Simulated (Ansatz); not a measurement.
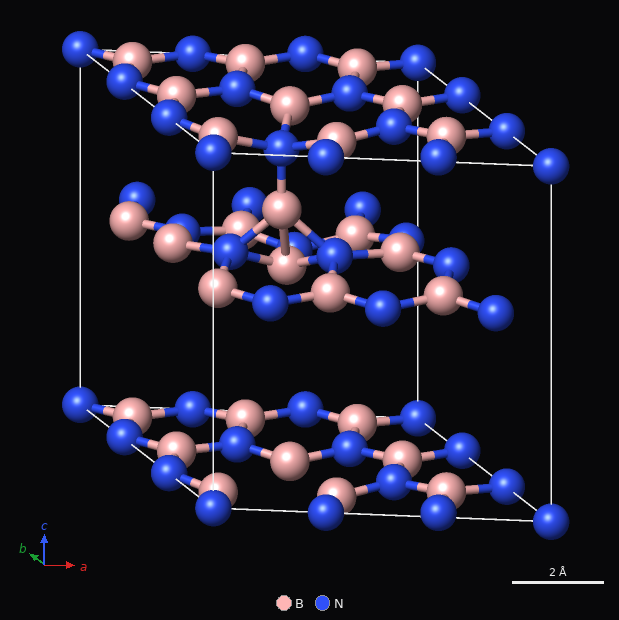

Ball-and-stick drawing of the structure, looking from a general direction. Lines trace the edges of the simulation cell. Cell: a = 7.537 Å, b = 7.537 Å, c = 8.343 Å, α = 90.00°, β = 90.00°, γ = 120.00°.

What structure is drawn here?

Chemical formula B19N18. One cell contains 19 B, 18 N, 37 atoms in all. The bonds build B19N18 layers parallel to (001).

The starting point was a structure listed in the Materials Project, repeated into a supercell with a point defect put in. The atoms were relaxed in a fixed cell with DFT PBE, scalar-relativistic, plane waves, PAW in Ansatz 0.2.0.
